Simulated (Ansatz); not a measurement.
**Run report: CoSn2, geometry relaxation (part 4 of 4)**

Continued. System: CoSn2 (I4/mcm, 6 atoms in the cell). Method: DFT r2SCAN, scalar-relativistic, plane waves, PAW, spin-polarised (Ansatz 0.2.0); cutoff 500 eV, 8×8×8 k-mesh, Gaussian smearing of 0.1 eV, collinear spins. The structure derives from an entry of the Crystallography Open Database.

Geometry of the input (Å; fractional positions):
```
-3.1825  3.1825  2.7285
3.1825  -3.1825  2.7285
3.1825  3.1825  -2.7285
Co 0.2500  0.2500  0.0000
Co 0.7500  0.7500  0.0000
Sn 0.6580  0.1580  0.8160
Sn 0.1580  0.3420  0.5000
Sn 0.3420  0.8420  0.1840
Sn 0.8420  0.6580  0.5000
```

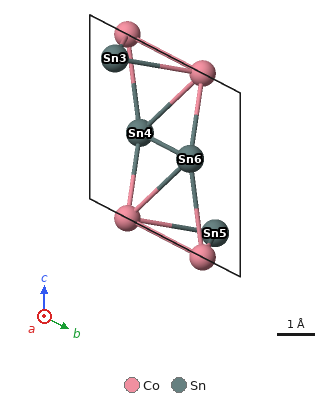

**Figure 1.** The geometry at step 4 of the log (ball-and-stick view of the cell of the calculation, along the a axis; atoms are numbered from 1 in the order of the input).

What the program printed, continued
```
  k-point 1 ↑: bands = ["-82.7413", "-82.7353", "-44.6625", "-44.6110", "-44.6109", "-44.6039", "-44.6039", "-44.5894", "-7.2007", "-7.1663", "-7.1601", "-7.1569", "-7.1289", "-7.1273", "-7.1078", "-7.0850", "-7.0796", "-7.0451", "-7.0344", "-6.9957", "-6.9811", "-6.9593", "-6.9590", "-6.9557", "-6.9430", "-6.9096", "-6.8929", "-6.8745", "2.5522", "8.2213", "9.4634", "9.8311", "11.0681", "11.4465", "11.9548", "12.1067", "12.2501", "12.6209", "12.7701", "13.1352", "13.1716", "14.0817", "14.0856", "14.5194", "14.5314", "14.6156", "15.7285", "16.0001", "16.0650", "16.2473", "18.1699", "19.0451", "19.3254", "22.2743", "22.6563", "23.4639"]
  k-point 2 ↑: bands = ["-82.7413", "-82.7353", "-44.6626", "-44.6111", "-44.6109", "-44.6039", "-44.6039", "-44.5894", "-7.2219", "-7.1840", "-7.1708", "-7.1426", "-7.1297", "-7.1218", "-7.1087", "-7.0801", "-7.0588", "-7.0286", "-7.0223", "-7.0141", "-6.9928", "-6.9606", "-6.9580", "-6.9432", "-6.9280", "-6.9273", "-6.8942", "-6.8699", "2.9453", "7.0207", "9.0080", "9.7982", "11.1832", "11.4348", "11.5604", "11.6400", "12.4701", "13.0452", "13.1174", "13.1495", "13.4890", "14.0859", "14.1216", "14.4912", "14.5463", "15.3503", "16.0198", "16.6968", "16.9860", "17.1263", "17.9980", "18.6610", "18.6833", "22.6625", "23.0596", "23.1167"]
  k-point 58 ↓: bands = ["-82.7413", "-82.7353", "-44.6627", "-44.6111", "-44.6111", "-44.6039", "-44.6039", "-44.5894", "-7.2273", "-7.2195", "-7.2082", "-7.1627", "-7.0977", "-7.0977", "-7.0862", "-7.0862", "-7.0451", "-7.0451", "-7.0422", "-7.0000", "-6.9761", "-6.9276", "-6.9251", "-6.9247", "-6.9247", "-6.9183", "-6.9183", "-6.9078", "6.1578", "6.1578", "6.4841", "7.5985", "8.3263", "8.8643", "12.1426", "12.1426", "12.8669", "13.2967", "13.5558", "14.0319", "14.2828", "14.4448", "14.4448", "15.5484", "15.6670", "16.8146", "17.9405", "18.0191", "18.0191", "18.2872", "18.2872", "20.9964", "21.7176", "21.7176", "22.5224", "24.1003"]
--- Relaxed structure (5 steps of the walk, 4 accepted, 1 SCFs on fresh bases) ---
  F+E_penalty+E_count = -34416.96821423 eV   max|allowed force component| = 1.274e-4 eV/Å   (the final SCF, on the basis selected at the relaxed cell)
  cell:  # Å, volume = 108.0950 Å³
    - [-3.156461168909584, 3.156461168909584, 2.712343769930349]
    - [3.156461168909584, -3.156461168909584, 2.712343769930349]
    - [3.156461168909584, 3.156461168909584, -2.712343769930349]
  atoms:
    - { symbol: Co, position: [0.24999999999999994, 0.24999999999999994, 7.097421919909174e-22] }
    - { symbol: Co, position: [0.7499999999999998, 0.7499999999999998, 7.097421919909556e-22] }
    - { symbol: Sn, position: [0.6668300377240133, 0.16683003772401328, 0.8336600754480266] }
    - { symbol: Sn, position: [0.1668300377240133, 0.33316996227598683, 0.5] }
    - { symbol: Sn, position: [0.33316996227598655, 0.8331699622759865, 0.16633992455197338] }
    - { symbol: Sn, position: [0.8331699622759865, 0.6668300377240132, 0.5] }
--- Löwdin populations: 6 sites ---
  site symbol       q [e]    m [muB]
     0     Co     16.6698     0.0000
     1     Co     16.6698     0.0000
     2     Sn     14.0470    -0.0000
     3     Sn     14.0470    -0.0000
     4     Sn     14.0470    -0.0000
     5     Sn     14.0470    -0.0000
  spilling = 0.005248 (of n_electrons = 90.000000)
```

File populations.tsv
```
# site	symbol	l	j	q_up	q_dn
# orbitals = lowdin
# n_electrons = 90.000000
# spilling = 0.005248
0	Co	0_3S	-	0.989690	0.989690
0	Co	0_4S	-	0.274473	0.274473
0	Co	1_3P	-	2.997803	2.997803
0	Co	2_3D	-	4.072929	4.072929
1	Co	0_3S	-	0.989690	0.989690
1	Co	0_4S	-	0.274473	0.274473
1	Co	1_3P	-	2.997803	2.997803
1	Co	2_3D	-	4.072929	4.072929
2	Sn	0_5S	-	0.738249	0.738249
2	Sn	1_5P	-	1.289141	1.289141
2	Sn	2_4D	-	4.996127	4.996127
3	Sn	0_5S	-	0.738249	0.738249
3	Sn	1_5P	-	1.289141	1.289141
3	Sn	2_4D	-	4.996127	4.996127
4	Sn	0_5S	-	0.738249	0.738249
4	Sn	1_5P	-	1.289141	1.289141
4	Sn	2_4D	-	4.996127	4.996127
5	Sn	0_5S	-	0.738249	0.738249
5	Sn	1_5P	-	1.289141	1.289141
5	Sn	2_4D	-	4.996127	4.996127
```

Trajectory as extended XYZ (Å, eV, eV/Å), 6 frames, from step=1 to step=6
```
6
Lattice="-3.1825 3.1825 2.7285 3.1825 -3.1825 2.7285 3.1825 3.1825 -2.7285" Properties=species:S:1:pos:R:3:forces:R:3 step=1 energy=-34416.80722 pressure_GPa=-2.44
Co    0.0000    0.0000    1.3642    0.0000   0.0000   0.0000
Co    0.0000    0.0000    4.0927    0.0000   0.0000   0.0000
Sn    1.0057    4.1882    0.0000    0.6566   0.6566   0.0000
Sn    2.1768    1.0057    0.0000   -0.6566   0.6566   0.0000
Sn    2.1768   -1.0057    2.7285   -0.6566  -0.6566   0.0000
Sn    1.0057    2.1768    2.7285    0.6566  -0.6566   0.0000
6
Lattice="-3.1599 3.1599 2.7084 3.1599 -3.1599 2.7084 3.1599 3.1599 -2.7084" Properties=species:S:1:pos:R:3:forces:R:3 step=2 energy=-34416.75753 pressure_GPa=1.48 accepted=F
Co    0.0000    0.0000    1.3542    0.0000   0.0000   0.0000
Co    0.0000    0.0000    4.0627    0.0000   0.0000   0.0000
Sn    1.1357    4.2956    0.0000   -0.5713  -0.5713   0.0000
Sn    2.0243    1.1357    0.0000    0.5713  -0.5713   0.0000
Sn    2.0243   -1.1357    2.7084    0.5713   0.5713   0.0000
Sn    1.1357    2.0243    2.7084   -0.5713   0.5713   0.0000
6
Lattice="-3.1606 3.1606 2.7290 3.1606 -3.1606 2.7290 3.1606 3.1606 -2.7290" Properties=species:S:1:pos:R:3:forces:R:3 step=3 energy=-34416.96132 pressure_GPa=-0.89
Co    0.0000    0.0000    1.3645    0.0000   0.0000   0.0000
Co    0.0000    0.0000    4.0935    0.0000   0.0000   0.0000
Sn    1.0657    4.2263    0.0000   -0.0897  -0.0897   0.0000
Sn    2.0949    1.0657    0.0000    0.0897  -0.0897   0.0000
Sn    2.0949   -1.0657    2.7290    0.0897   0.0897   0.0000
Sn    1.0657    2.0949    2.7290   -0.0897   0.0897   0.0000
6
Lattice="-3.1570 3.1570 2.7112 3.1570 -3.1570 2.7112 3.1570 3.1570 -2.7112" Properties=species:S:1:pos:R:3:forces:R:3 step=4 energy=-34416.96875 pressure_GPa=0.00
Co    0.0000    0.0000    1.3556    0.0000   0.0000   0.0000
Co    0.0000    0.0000    4.0668    0.0000   0.0000   0.0000
Sn    1.0535    4.2105    0.0000   -0.0023  -0.0023   0.0000
Sn    2.1035    1.0535    0.0000    0.0023  -0.0023   0.0000
Sn    2.1035   -1.0535    2.7112    0.0023   0.0023   0.0000
Sn    1.0535    2.1035    2.7112   -0.0023   0.0023   0.0000
6
Lattice="-3.1565 3.1565 2.7123 3.1565 -3.1565 2.7123 3.1565 3.1565 -2.7123" Properties=species:S:1:pos:R:3:forces:R:3 step=5 energy=-34416.96877 pressure_GPa=-0.01
Co    0.0000    0.0000    1.3562    0.0000   0.0000   0.0000
Co    0.0000    0.0000    4.0685    0.0000   0.0000   0.0000
Sn    1.0532    4.2096    0.0000   -0.0001  -0.0001   0.0000
Sn    2.1033    1.0532    0.0000    0.0001  -0.0001   0.0000
Sn    2.1033   -1.0532    2.7123    0.0001   0.0001   0.0000
Sn    1.0532    2.1033    2.7123   -0.0001   0.0001   0.0000
6
Lattice="-3.1565 3.1565 2.7123 3.1565 -3.1565 2.7123 3.1565 3.1565 -2.7123" Properties=species:S:1:pos:R:3:forces:R:3 step=6 energy=-34416.96821 pressure_GPa=-0.01
Co    0.0000    0.0000    1.3562    0.0000   0.0000   0.0000
Co    0.0000    0.0000    4.0685    0.0000   0.0000   0.0000
Sn    1.0532    4.2096    0.0000   -0.0001  -0.0001   0.0000
Sn    2.1033    1.0532    0.0000    0.0001  -0.0001   0.0000
Sn    2.1033   -1.0532    2.7123    0.0001   0.0001   0.0000
Sn    1.0532    2.1033    2.7123   -0.0001   0.0001   0.0000
```

Results in brief

- outcome: converged
- space group (tolerance 0.01 Å): I4/mcm (140)
- electrons treated: 90
- free energy: −34416.9682 eV
- Fermi energy: 15.204 eV
- gap on the k-point mesh: none (metallic)
- net moment of the cell: 0.00 μB
- integrated absolute moment: 0.00 μB
- pressure: −0.01 GPa
- final volume: 108.10 Å³
- largest force (length of the vector) at the end: under 0.001 eV/Å
- final cell: a = 5.223 Å, b = 5.223 Å, c = 5.223 Å, α = 105.64°, β = 105.64°, γ = 117.43°
- hardware: 1 thread of Oxide Virtual Turin-like (Zen 5), 32 GiB of memory available, shared host
- wall time: 13 min
- peak memory: 1.2 GiB

The electronic state found may not be the lowest one. Warnings of the run: some starting moments were not kept.
